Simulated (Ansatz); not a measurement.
System: LiBr, space group Fm-3m, 2 atoms in the cell, rocksalt type.

```cif
data_structure
_symmetry_space_group_name_H-M 'P 1'
_symmetry_Int_Tables_number 1
_cell_length_a 3.8743
_cell_length_b 3.8743
_cell_length_c 3.8743
_cell_angle_alpha 60.000
_cell_angle_beta 60.000
_cell_angle_gamma 60.000
_cell_volume 41.12
loop_
_atom_site_label
_atom_site_type_symbol
_atom_site_fract_x
_atom_site_fract_y
_atom_site_fract_z
_atom_site_occupancy
Li1 Li 0.00000 0.00000 0.00000 1
Br1 Br 0.50000 0.50000 0.50000 1
```

Computed with Ansatz: DFT, r2SCAN, plane waves, PAW, no spin polarisation, 8×8×8 k mesh.

What does the calculation give for the electronic structure?

There is a gap; over the k points computed it is 5.88 eV (direct among those points). The upper group of valence states starts about 3.0 eV under the valence-band top (which lies at −2.9 eV on this axis), with a gap beneath it; it holds about 6 electrons a cell.

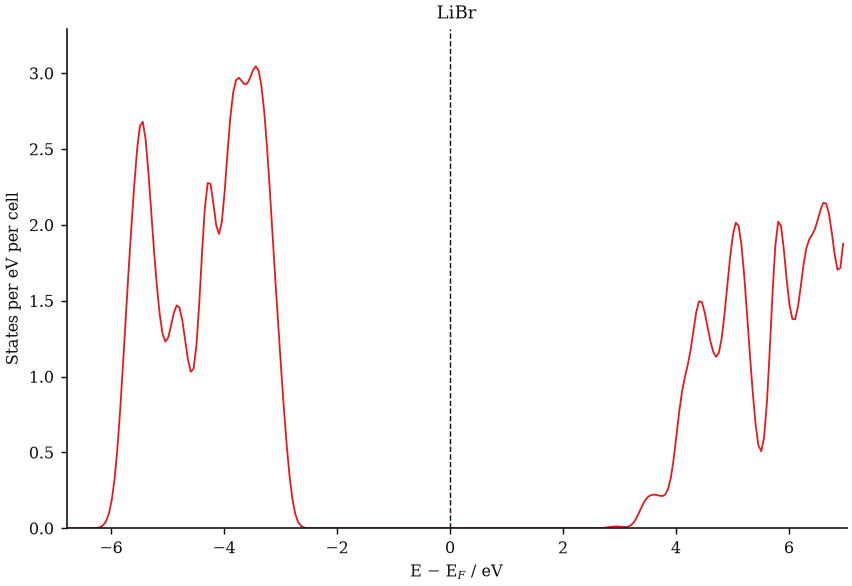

Density of states. Energies are counted from the Fermi level, put mid-gap where there is a gap. The curve is built from the levels of the k mesh with Gaussians 0.3 eV wide, which also blur the band edges.
